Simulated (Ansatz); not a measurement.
# ZrN (slab): what the fields show

The calculation's input:

```
crystal:
  lattice:
    - [3.2489094157, 0.0, 0.0]
    - [0.0, 4.5946517586, 0.0]
    - [0.0, 0.0, 24.7467282471]
  atoms:
    - { symbol: Zr, position: [0.5, 0.5, 0.3030703665] }
    - { symbol: "N", position: [0.5, 0.0, 0.3030703665] }
    - { symbol: Zr, position: [0.0, 0.0, 0.3687135777] }
    - { symbol: "N", position: [0.0, 0.5, 0.3687135777] }
    - { symbol: Zr, position: [0.5, 0.5, 0.4343567888] }
    - { symbol: "N", position: [0.5, 0.0, 0.4343567888] }
    - { symbol: Zr, position: [0.0, 0.0, 0.5] }
    - { symbol: "N", position: [0.0, 0.5, 0.5] }
    - { symbol: Zr, position: [0.5, 0.5, 0.5656432112] }
    - { symbol: "N", position: [0.5, 0.0, 0.5656432112] }
    - { symbol: Zr, position: [0.0, 0.0, 0.6312864223] }
    - { symbol: "N", position: [0.0, 0.5, 0.6312864223] }
    - { symbol: Zr, position: [0.5, 0.5, 0.6969296335] }
    - { symbol: "N", position: [0.5, 0.0, 0.6969296335] }
basis:
  ecutwfc: 420
kpoints:
  mp_grid: { grid: [11, 8, 1] }
hamiltonian:
  xc: pbe
scf:
  occupations: { method: gaussian, width: 0.1 }
output:
  forces: true
  stress: true
  eigenvalues: true
  write_density: true
  write_potential: true
  elf: true
  volumetric_format: npy
efield:
  axis: 3
  dipole_correction: true
  ramp_width: 0.04
```

Run with:

```sh
ansatz run input.yaml --threads 1 --pin off --max-ram 2560MiB --backend cpu --events-out ev --progress --plain --runs-dir out
```

Not relaxed (largest force 1.4 eV/Å); computed without spin polarisation.

These are results of Ansatz, DFT PBE, scalar-relativistic, plane waves, PAW, not measurements.

The density is the valence pseudo-density of a PAW calculation; it isn't the true density close to the nuclei.

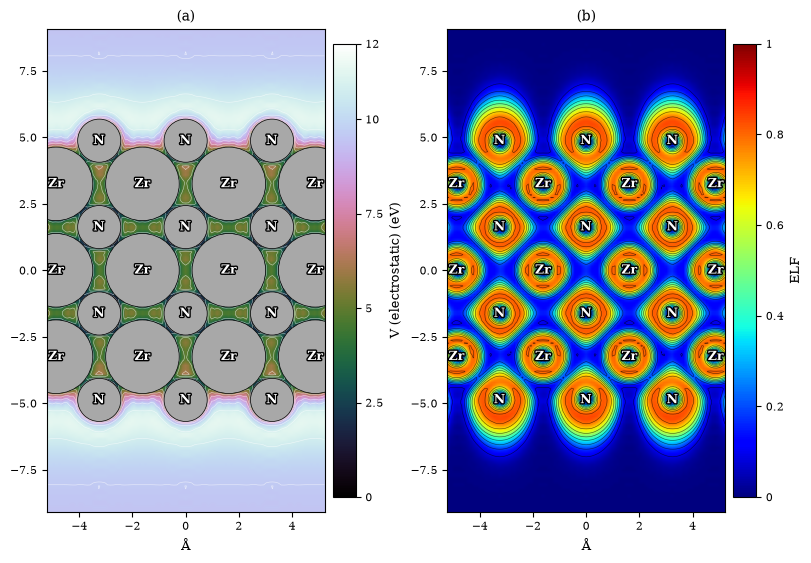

Figure 1. (a) electrostatic potential energy of an electron; (b) electron localisation function on the (010) plane of the calculation cell, a cut from vacuum to vacuum. Grey discs cover the atomic cores in the potential map.

**Describe what can be read from this map.**

The plane passes through N and Zr nuclei.
Zr–N (2.30 Å): the ELF peaks at about 0.80 in the valence shell of N, 0.7 Å from its nucleus, and drops to about 0.20 between the two atoms; no localised pair shows between them.
The features right at Zr lie inside the PAW spheres, where the map follows smoothed inner orbitals and isn't to be read closely.

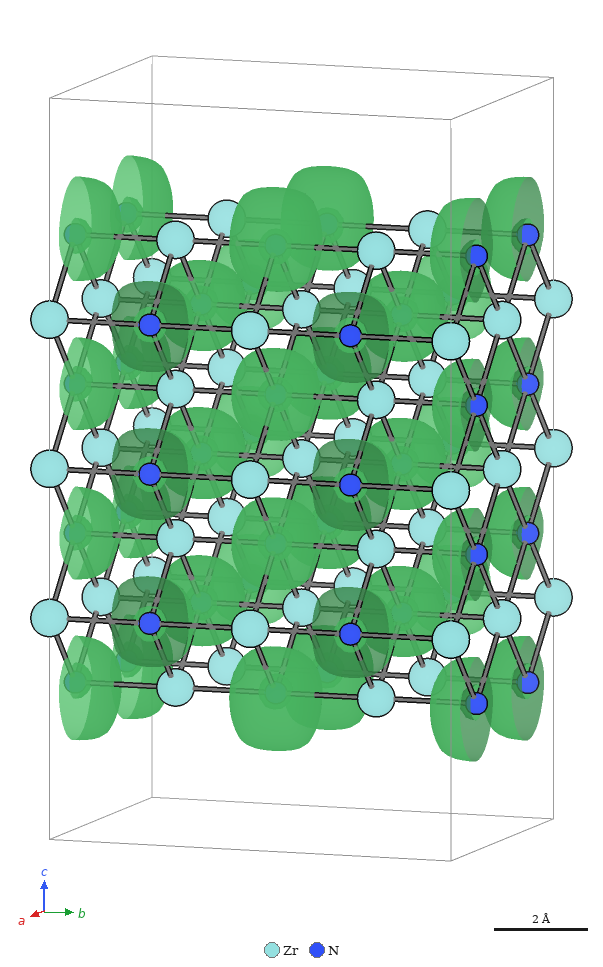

Figure 2. Isosurface of the electron localisation function at 0.6 (green), seen slightly off an axis. Only the valence region is drawn (cores and ρ < 0.01 e/Å³ removed). Sticks mark near contacts.

**Where are the electrons localised?**

The ELF exceeds this value in seven regions wrapped around N (the valence shell of each), counted in one cell of 14 atoms. Counts are for one cell; the picture repeats the cell along the surface.

**Does the calculation make it a metal, or give it a gap?**

It is metallic or semimetallic at this level of theory: no gap opens.
